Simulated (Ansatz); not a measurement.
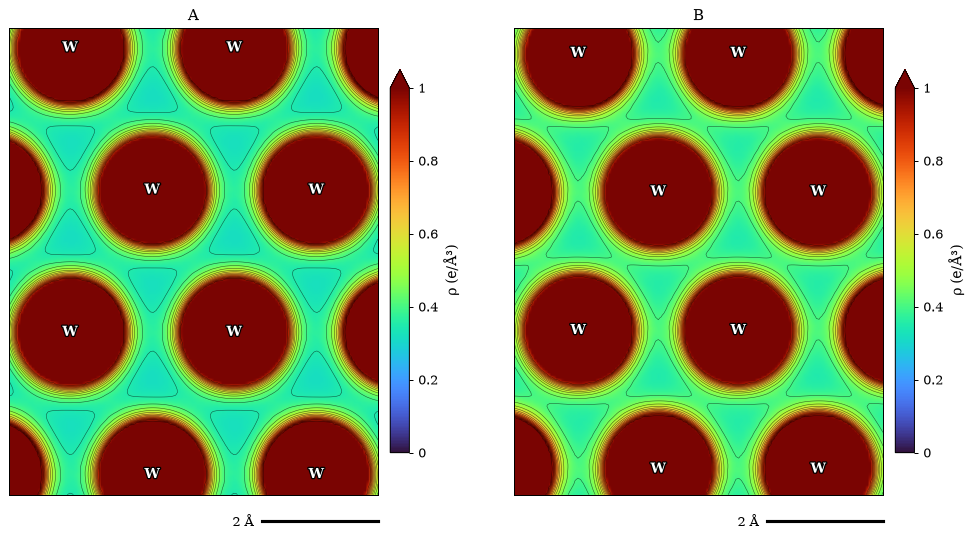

W. The valence electron density of two cells that differ in size, on the (001) plane of each (indices in the axes of the calculation cell), at one length scale and on one colour scale: A has 17.6 Å³ an atom and B 16.3.

Computed with DFT, r2SCAN, plane waves (500 eV) with PAW, scalar-relativistic (Ansatz 0.2.0).

The density is the valence pseudo-density of a PAW calculation; it isn't the true density close to the nuclei.

> What does the compression do to the bonding and the properties?

From the larger cell to the smaller, W–W goes from 2.84 to 2.76 Å, and the density at its midpoint from 0.37 to 0.41 e/Å³.
